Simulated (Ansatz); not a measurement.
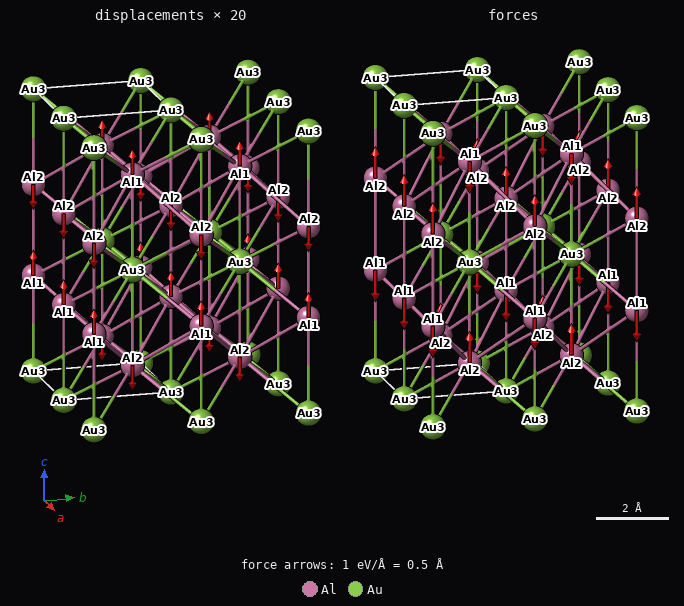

Left: a symmetric starting cell of Al2Au (made from another compound by putting Au in place of Os), with red arrows for the displacements applied to it (without the part that the change of the cell carries along). Right: the displaced structure with the computed forces. Besides, the cell is strained by +4.0 % along c and −5.0 % across it (volume −6.1 %). Style: ball-and-stick. Shown: the conventional cell (2 times the calculation's cell), repeated 2 × 2 × 1 with one cell outlined, slightly off an axis. Lengths and directions refer to the drawn axes.

Level of theory: Ansatz 0.2.0, DFT PBEsol, scalar-relativistic, plane waves, PAW. Settings: plane-wave cutoff 420 eV; k-point mesh 20 × 20 × 20; occupations gaussian; smearing width 0.1 eV; no spin polarisation.

**Where do the forces point?**

The Al atoms are displaced by 0.04 Å relative to the cell: Al2 0.04 Å along −c. No relaxation follows. The starting cell wasn't computed here and needn't be at equilibrium, so pressure and forces aren't due to the change alone. Near-neighbour distances before and after: Al–Au 2.777 → 2.926 Å, Al–Au 2.570 → 2.485 Å, Al–Al 2.641 → 2.628 to 2.676 Å. The space group stays I4/mmm (No. 139). The pressure is 61.7 GPa (not all of it need come from the change, since the unchanged cell can be under pressure at this level too). The principal stresses (compression positive) are 61.2 GPa along c and 62.0 GPa across it. The largest forces, 1.9 eV/Å, act on Al1 and Al2; on Al1 it points along −c. The forces point straight back along the displacements (cosine −1.00).
